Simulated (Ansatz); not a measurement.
Run report: Ru, geometry relaxation

- system: Ru (1 atom in the cell)
- method: DFT PBE, scalar-relativistic, plane waves, PAW, no spin polarisation (Ansatz 0.2.0)

The structure was made by swapping elements on the sites of another compound; it need not be a known phase. It belongs to a series of runs on one base structure; here: Mo -> Ru on all its sites, cell and atoms relaxed. Figures and captions count atoms from 1; the log counts them from 0 in places.

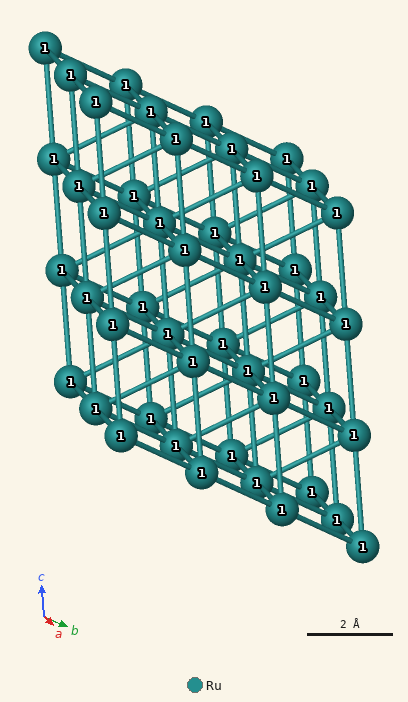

Figure 1. The structure as given in the input (ball-and-stick view of the cell of the calculation, repeated 2 × 3 × 3, seen slightly off an axis; atoms are numbered from 1 in the order of the input). Near neighbours in the crystal (not all of them lie inside the picture): Ru has 8 Ru at 2.64 Å.

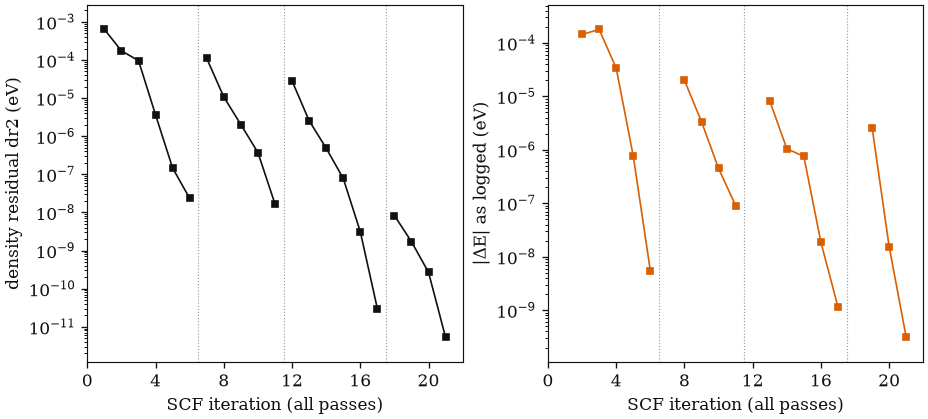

Figure 2. Convergence of the self-consistent field: density residual dr2 and size of the energy change against the SCF iteration. The dotted lines part the SCF passes of the relaxation: geometry steps, rejected trials and re-solves on a re-selected basis. The passes take 6, 5, 6 and 4 iterations.

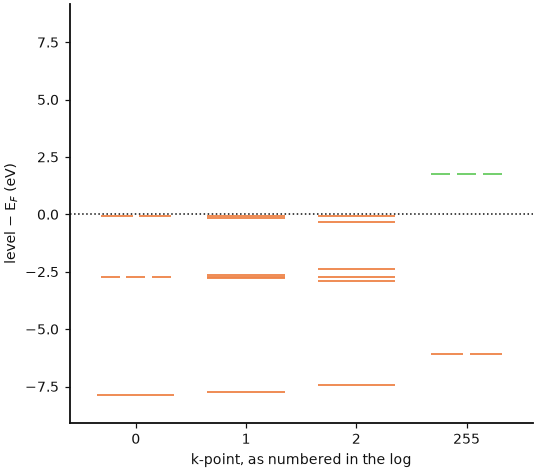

Figure 3. Kohn–Sham levels near the Fermi level (dotted) at the few k-points that the log prints; levels within 0.02 eV of each other stand side by side. The system is metallic on the full mesh.

The input and output of the run follow.

## Input
```yaml
crystal:
  lattice:
    - [-1.5235415534, 1.5235415534, 1.5235415534]
    - [1.5235415534, -1.5235415534, 1.5235415534]
    - [1.5235415534, 1.5235415534, -1.5235415534]
  atoms:
    - { symbol: Ru, position: [0.0, 0.0, 0.0] }
basis:
  ecutwfc: 420
kpoints:
  mp_grid: { grid: [20, 20, 20] }
hamiltonian:
  xc: pbe
scf:
  occupations: { method: gaussian, width: 0.1 }
output:
  forces: true
  stress: true
  eigenvalues: true
relax:
  adjacent_minimum: "off"
  f_tol: 0.01
  max_steps: 60
  cell: { stress_tol: 0.1 }
```

Command:
```bash
ansatz run input.yaml --threads 1 --pin off --max-ram 2560MiB --backend cpu --events-out ev --progress --plain --runs-dir out
```

## Output
```
Engine: ansatz 0.2.0, x86_64-unknown-linux-gnu
Pseudopotentials: kind: paw
Pseudopotential: Ru, paw, valence charge 16, recommended cutoff 420 eV (normal), Ru.paw.azcp
Functional definition: PBE
  parameter kappa = 0.804
  parameter beta = 0.06672455060314922
  exchange = pbe_x(kappa = kappa, mu = beta*pi^2/3)
  correlation = pbe_c(beta = beta)
Crystal: 1 atoms, lattice volume = 14.146 Å³
Basis set: ecut = 420 eV, 249 PW (Γ), exchange–correlation on 36×36×36 points (8 copies of the dense FFT grid, shifted against one another)
Bands: 12, of which v1, the nominal top of the filled ones, is band 8 counted from 1 (7 counted from 0)
Symmetry: 48 space group operations
Space group: Im-3m (ITA 229), of the structure as read, at distance tolerance 2.4e-5 Å
k-points: 256 of 8000
Non-local potential: Ru, projectors of the file, l = 0: 3, l = 1: 2, l = 2: 2, l = 3: 1
PAW form: soft (Blöchl's): semilocal exchange-correlation on the pseudo side does not see the compensation charge
PAW one-centre angular grid: Ru, 590 points (default); XC on 64 Gauss nodes
Initial density: superposition of atomic densities (neutral atoms: chi_scale 0, normalization atom), corrected by the library's trained network
Initial wavefunctions: pseudopotential atomic-orbital guess
Functional: x = pbe(κ = 0.804, μ = 0.2195149727645171), c = pbe(β = 0.06672455060314922)
SCF iter   1: F=—  HF=-5878.062715 eV  |F-HF|=—  |Δ(HF+E_count)|=         —  Δρ=5.11e-3  dr2=6.36e-4  ethr=1.77e-3  ⟨swp⟩=5.0  Hψ=16817  notcnv=0
preconditioner: auto → none  [metal: Δε(μ)=0.016 eV  Ē_g=10.943 eV  σ=0.100 eV  W_gap=0.09  n_scr=0 (ndim 8)  ℏωp=27.9 eV  f_vac=0.000  D(μ)=2.14/eV (n_scr^D=42)]
SCF iter   2: F=—  HF=-5878.062572 eV  |F-HF|=—  |Δ(HF+E_count)|=   1.44e-4  Δρ=2.55e-3  dr2=1.74e-4  ethr=3.98e-6  ⟨swp⟩=2.0  Hψ=7024  notcnv=0
SCF iter   3: F=—  HF=-5878.062751 eV  |F-HF|=—  |Δ(HF+E_count)|=   1.79e-4  Δρ=8.53e-4  dr2=9.64e-5  ethr=1.09e-6  ⟨swp⟩=2.0  Hψ=5115  notcnv=0
SCF iter   4: F=—  HF=-5878.062717 eV  |F-HF|=—  |Δ(HF+E_count)|=   3.37e-5  Δρ=1.83e-4  dr2=3.63e-6  ethr=6.03e-7  ⟨swp⟩=2.4  Hψ=4226  notcnv=0
SCF iter   5: F=—  HF=-5878.062716 eV  |F-HF|=—  |Δ(HF+E_count)|=   7.61e-7  Δρ=3.85e-5  dr2=1.46e-7  ethr=2.27e-8  ⟨swp⟩=2.5  Hψ=4692  notcnv=0
SCF iter   6: F=-5878.062716 eV  HF=-5878.062716 eV  |F-HF|=1.56e-8  |Δ(HF+E_count)|=   5.49e-9  Δρ=1.34e-5  dr2=2.34e-8  ethr=6.25e-10  ⟨swp⟩=4.1  Hψ=9170  notcnv=0
SCF 1 converged in 6 iterations: F = -5878.062716 eV  dr2 = 2.34e-8
  greatest PAW one-centre occupation: 0.998 electrons in one spin orbital (limit 2), on the Ru atom at site 0 (counted from 0), in its partial waves of l = 0
relax step   1: F+E_penalty+E_count = -5878.06271616 eV  Δ(F+E_penalty+E_count) = +0.000e0 eV  max|allowed force component| = 0.000e0 eV/Å  Δτ_max = 0.0000 Å  P = +1.758 GPa  Ω = 14.146 Å³  (6 SCF iters, dr2 threshold 1.00e-7 eV, accepted)
Crystal: 1 atoms, lattice volume = 14.327 Å³
Basis set: ecut = 420 eV, 321 PW (Γ), exchange–correlation on 36×36×36 points (8 copies of the dense FFT grid, shifted against one another)
Initial density: handed on by an earlier stage of this run
Initial wavefunctions: those handed on with the density
iter 1 solved again at ethr=5.80e-7 eV; its pass at ethr=3.10e-3 eV (dr2=9.28e-5 eV) is discarded
SCF iter   1: F=—  HF=-5878.062606 eV  |F-HF|=—  |Δ(HF+E_count)|=         —  Δρ=9.59e-4  dr2=1.10e-4  ethr=5.80e-7  ⟨swp⟩=2.0  Hψ=21183  notcnv=0
preconditioner: auto → none  [metal: Δε(μ)=0.017 eV  Ē_g=10.818 eV  σ=0.100 eV  W_gap=0.10  n_scr=0 (ndim 8)  ℏωp=27.7 eV  f_vac=0.000  D(μ)=2.19/eV (n_scr^D=42)]
SCF iter   2: F=—  HF=-5878.062586 eV  |F-HF|=—  |Δ(HF+E_count)|=   2.00e-5  Δρ=4.53e-4  dr2=1.07e-5  ethr=5.80e-7  ⟨swp⟩=2.3  Hψ=4370  notcnv=0
SCF iter   3: F=—  HF=-5878.062582 eV  |F-HF|=—  |Δ(HF+E_count)|=   3.35e-6  Δρ=1.92e-4  dr2=2.02e-6  ethr=6.67e-8  ⟨swp⟩=2.7  Hψ=5385  notcnv=0
SCF iter   4: F=—  HF=-5878.062583 eV  |F-HF|=—  |Δ(HF+E_count)|=   4.48e-7  Δρ=8.36e-5  dr2=3.73e-7  ethr=1.27e-8  ⟨swp⟩=1.0  Hψ=3072  notcnv=0
SCF iter   5: F=-5878.062583 eV  HF=-5878.062583 eV  |F-HF|=4.04e-9  |Δ(HF+E_count)|=   9.05e-8  Δρ=1.77e-5  dr2=1.67e-8  ethr=6.25e-10  ⟨swp⟩=3.9  Hψ=9019  notcnv=0
SCF 2 converged in 5 iterations: F = -5878.062583 eV  dr2 = 1.67e-8
relax step   2: F+E_penalty+E_count = -5878.06258296 eV  Δ(F+E_penalty+E_count) = +1.332e-4 eV  max|allowed force component| = 0.000e0 eV/Å  Δτ_max = 0.0000 Å  P = -1.806 GPa  Ω = 14.327 Å³  energy of the carried Pulay correction = -8.093e-5 eV  (5 SCF iters, dr2 threshold 1.00e-7 eV, rejected (line search))
Crystal: 1 atoms, lattice volume = 14.235 Å³
iter 1 solved again at ethr=1.56e-7 eV; its pass at ethr=3.10e-3 eV (dr2=2.50e-5 eV) is discarded
SCF iter   1: F=—  HF=-5878.063164 eV  |F-HF|=—  |Δ(HF+E_count)|=         —  Δρ=4.83e-4  dr2=2.83e-5  ethr=1.56e-7  ⟨swp⟩=2.0  Hψ=20429  notcnv=0
preconditioner: auto → none  [metal: Δε(μ)=0.016 eV  Ē_g=10.881 eV  σ=0.100 eV  W_gap=0.09  n_scr=0 (ndim 8)  ℏωp=27.8 eV  f_vac=0.000  D(μ)=2.17/eV (n_scr^D=42)]
SCF iter   2: F=—  HF=-5878.063156 eV  |F-HF|=—  |Δ(HF+E_count)|=   8.20e-6  Δρ=2.22e-4  dr2=2.57e-6  ethr=1.56e-7  ⟨swp⟩=2.2  Hψ=4371  notcnv=0
SCF iter   3: F=—  HF=-5878.063155 eV  |F-HF|=—  |Δ(HF+E_count)|=   1.05e-6  Δρ=9.53e-5  dr2=4.86e-7  ethr=1.60e-8  ⟨swp⟩=2.7  Hψ=5269  notcnv=0
SCF iter   4: F=—  HF=-5878.063156 eV  |F-HF|=—  |Δ(HF+E_count)|=   7.51e-7  Δρ=3.89e-5  dr2=7.84e-8  ethr=3.04e-9  ⟨swp⟩=1.0  Hψ=3072  notcnv=0
SCF iter   5: F=—  HF=-5878.063156 eV  |F-HF|=—  |Δ(HF+E_count)|=   1.85e-8  Δρ=7.74e-6  dr2=3.13e-9  ethr=4.90e-10  ⟨swp⟩=1.0  Hψ=3082  notcnv=0
SCF iter   6: F=-5878.063156 eV  HF=-5878.063156 eV  |F-HF|=1.27e-11  |Δ(HF+E_count)|=   1.15e-9  Δρ=7.59e-7  dr2=3.01e-11  ethr=1.00e-12  ⟨swp⟩=3.6  Hψ=12977  notcnv=0
SCF 3 converged in 6 iterations: F = -5878.063156 eV  dr2 = 3.01e-11
relax step   3: F+E_penalty+E_count = -5878.06315565 eV  Δ(F+E_penalty+E_count) = -4.395e-4 eV  max|allowed force component| = 0.000e0 eV/Å  Δτ_max = 0.0000 Å  P = -0.022 GPa  Ω = 14.235 Å³  energy of the carried Pulay correction = -3.980e-5 eV  (6 SCF iters, accepted)
Initial wavefunctions: pseudopotential atomic-orbital guess (no wavefunctions were taken with the density)
iter 1 solved again at ethr=1.27e-7 eV; its pass at ethr=3.10e-3 eV (dr2=2.03e-5 eV) is discarded
SCF iter   1: F=—  HF=-5878.063195 eV  |F-HF|=—  |Δ(HF+E_count)|=         —  Δρ=2.39e-5  dr2=8.30e-9  ethr=1.27e-7  ⟨swp⟩=3.1  Hψ=25973  notcnv=0
eigensolver tolerance schedule: the retry pair's looser diagonalisation over-reported the residual by 2447.90 of it (diagonalisation noise at 0.11 of the residual, at the tolerance the schedule requests for it); recorded, not acted on — ethr = c·dr2/N_el stays at c = 1.0e-1
preconditioner: auto → none  [metal: Δε(μ)=0.017 eV  Ē_g=10.881 eV  σ=0.100 eV  W_gap=0.09  n_scr=0 (ndim 8)  ℏωp=27.8 eV  f_vac=0.000  D(μ)=2.17/eV (n_scr^D=42)]
SCF iter   2: F=—  HF=-5878.063193 eV  |F-HF|=—  |Δ(HF+E_count)|=   2.60e-6  Δρ=1.16e-5  dr2=1.71e-9  ethr=5.19e-11  ⟨swp⟩=2.3  Hψ=5151  notcnv=0
SCF iter   3: F=—  HF=-5878.063193 eV  |F-HF|=—  |Δ(HF+E_count)|=   1.54e-8  Δρ=2.14e-6  dr2=2.68e-10  ethr=1.07e-11  ⟨swp⟩=2.3  Hψ=4747  notcnv=0
SCF iter   4: F=-5878.063193 eV  HF=-5878.063193 eV  |F-HF|=1.36e-11  |Δ(HF+E_count)|=  3.10e-10  Δρ=4.26e-7  dr2=5.27e-12  ethr=1.00e-12  ⟨swp⟩=3.0  Hψ=11840  notcnv=0
SCF 4 converged in 4 iterations: F = -5878.063193 eV  dr2 = 5.27e-12
relax step   4: F+E_penalty+E_count = -5878.06319262 eV  Δ(F+E_penalty+E_count) = -3.697e-5 eV  max|allowed force component| = 0.000e0 eV/Å  Δτ_max = 0.0000 Å  P = -0.026 GPa  Ω = 14.235 Å³  stress off target by 2.62e-2 GPa  SCF on the basis re-selected at this cell (its energy is not comparable with the rows above)  (4 SCF iters)
basis re-selected at this cell: Δ(F+E_penalty+E_count) = -3.697e-5 eV, ΔP = -0.004 GPa vs the last step (what re-selecting the basis moved, of the pressure what is left beyond the Pulay correction that the steps carried, after the strain that the cell walked since its last selection, with what the two solves' SCF thresholds leave and, on support functions, any second-order correction that the steps lacked; it is no measure of the basis error at this ecutwfc). This SCF's stress stands 2.62e-2 GPa from its target on what of the cell is left free (relax.cell.stress_tol is 1.00e-1 GPa) and its largest allowed force component is 0.00e0 eV/Å (relax.f_tol is 1.00e-2 eV/Å): within both
SCF converged after 4 iterations
Free energy (F): -5878.063193 eV
Harris-Foulkes:  -5878.063193 eV  (|F-HF|=1.36e-11)
Internal energy: -5878.052334 eV  (E = F + TS)
E sigma→0 (E₀):  -5878.057763 eV
Entropy (-TS):   -0.010859 eV (-10.859 meV/atom)
Fermi energy:    22.342888 eV
--- Per-component energies (eV) ---
  E_band       = -70.251103
  E_kinetic    = 513.531850
  E_local      = -1308.435098  (includes V_loc(G=0)·N_el)
  E_nonlocal   = 344.016035
  E_hartree    = 420.560052
  E_xc         = -189.962636
  E_vxc        = -238.426981  (∫ρ·V_xc dr)
  E_paw        = -3461.021235  (= ΣΔE_a)
  E_vpaw       = -222.056799  (= ΣTr[D̂ρ^β])
  E_aug_tail   = -0.000187  (compensation charges beyond the density's cutoff)
  E_ewald      = -2196.741115
  E_smearing   = -0.010859  (= −TS)
  E_closure    = 0.000000  (closes the sum)
  Σ components = -5878.063193   (vs F -5878.063193, Δ=0.00e0)
--- Forces (eV/Å), atoms counted from 1 ---
  atom   1  Ru     0.00000000    -0.00000000    -0.00000000
  max |Σ_I F_I| component: 1.89e-31 eV/Å
--- Stress (GPa, compression-positive) ---
       -0.026197       0.000000      -0.000000
        0.000000      -0.026197      -0.000000
       -0.000000       0.000000      -0.026197
  P = ⅓ Tr σ = -0.0262 GPa (-0.262 kbar)
--- Band table (eV; the first three rows and the last of 256) ---
  k-point 0: bands = ["-50.7277", "-20.1807", "-20.1807", "-20.1807", "14.4898", "19.6174", "19.6174", "19.6174", "22.2588", "22.2588", "39.2388", "39.2388"]
  k-point 1: bands = ["-50.7238", "-20.2043", "-20.1883", "-20.1807", "14.5980", "19.5680", "19.6148", "19.7096", "22.1926", "22.2618", "39.3014", "39.3577"]
  k-point 2: bands = ["-50.7125", "-20.2728", "-20.2105", "-20.1808", "14.9107", "19.4273", "19.6004", "19.9824", "22.0308", "22.2724", "39.4312", "39.6188"]
  k-point 255: bands = ["-50.4495", "-20.8376", "-20.8376", "-20.8376", "16.2579", "16.2579", "24.1073", "24.1073", "24.1073", "31.5523", "31.5523", "31.5523"]
--- Relaxed structure (3 steps of the walk, 2 accepted, 1 SCFs on fresh bases) ---
  F+E_penalty+E_count = -5878.06319262 eV   max|allowed force component| = 0.000e0 eV/Å   (the final SCF, on the basis selected at the relaxed cell)
  cell:  # Å, volume = 14.2347 Å³
    - [-1.5267320085006435, 1.5267320085006435, 1.5267320085006435]
    - [1.5267320085006435, -1.5267320085006435, 1.5267320085006435]
    - [1.5267320085006435, 1.5267320085006435, -1.5267320085006435]
  atoms:
    - { symbol: Ru, position: [0.0, 0.0, 0.0] }
```

## Trajectory as extended XYZ (Å, eV, eV/Å), 4 frames, from step=1 to step=4
```
1
Lattice="-1.5235 1.5235 1.5235 1.5235 -1.5235 1.5235 1.5235 1.5235 -1.5235" Properties=species:S:1:pos:R:3:forces:R:3 step=1 energy=-5878.06272 pressure_GPa=1.76
Ru    0.0000    0.0000    0.0000    0.0000   0.0000   0.0000
1
Lattice="-1.5300 1.5300 1.5300 1.5300 -1.5300 1.5300 1.5300 1.5300 -1.5300" Properties=species:S:1:pos:R:3:forces:R:3 step=2 energy=-5878.06258 pressure_GPa=-1.81 accepted=F
Ru    0.0000    0.0000    0.0000    0.0000   0.0000   0.0000
1
Lattice="-1.5267 1.5267 1.5267 1.5267 -1.5267 1.5267 1.5267 1.5267 -1.5267" Properties=species:S:1:pos:R:3:forces:R:3 step=3 energy=-5878.06316 pressure_GPa=-0.02
Ru    0.0000    0.0000    0.0000    0.0000   0.0000   0.0000
1
Lattice="-1.5267 1.5267 1.5267 1.5267 -1.5267 1.5267 1.5267 1.5267 -1.5267" Properties=species:S:1:pos:R:3:forces:R:3 step=4 energy=-5878.06319 pressure_GPa=-0.03
Ru    0.0000    0.0000    0.0000    0.0000   0.0000   0.0000
```

## Key numbers

- outcome: converged
- space group (tolerance 0.01 Å): Im-3m (229)
- electrons treated: 16
- free energy: −5878.0632 eV
- Fermi energy: 22.343 eV
- gap on the k-point mesh: none (metallic)
- pressure: −0.03 GPa
- final volume: 14.23 Å³
- largest force (length of the vector) at the end: under 0.001 eV/Å
- final cell: a = 2.644 Å, b = 2.644 Å, c = 2.644 Å, α = 109.47°, β = 109.47°, γ = 109.47°
- hardware: 1 thread of Intel Xeon (Sapphire Rapids), 64 GiB of memory available, shared host
- wall time: 7 s
- peak memory: 0.4 GiB
